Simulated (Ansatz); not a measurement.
Al$_{8}$As$_{7}$, 60 atoms, a = 11.34 Å, b = 11.34 Å, c = 11.34 Å, α = 89.99°, β = 89.98°, γ = 89.98°.

Space group R3m; a generated structure, not necessarily the stable one; computed without spin polarisation.

The calculation used Ansatz, DFT PBE, scalar-relativistic, plane waves, PAW.

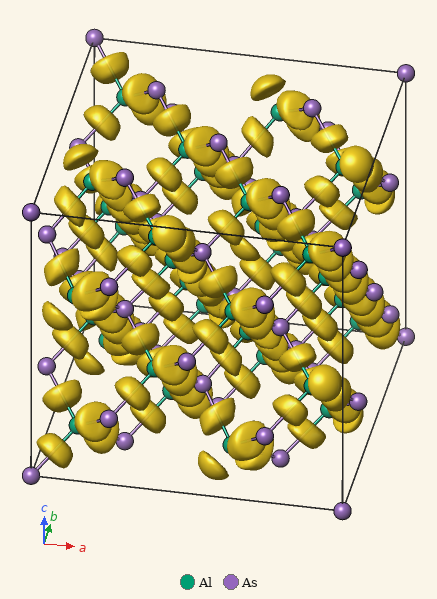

Al$_{8}$As$_{7}$. Isosurface of the ELF at 0.75 (yellow), seen at an oblique angle. Core shells and regions of very low density are left out. Sticks mark near contacts.

Core electrons are frozen (PAW), and the valence fields are smoothed inside the atomic spheres.

What do the ELF domains correspond to?

The ELF exceeds this value in 112 regions between bonded Al–As atoms and 16 pockets between the atoms, centred on no nucleus (multi-centre or interstitial), counted in one cell of 60 atoms. Regions shared between cells count once.

Values along the shortest contacts:
Al–As (2.46 Å): the ELF peaks at about 0.95 between the atoms.
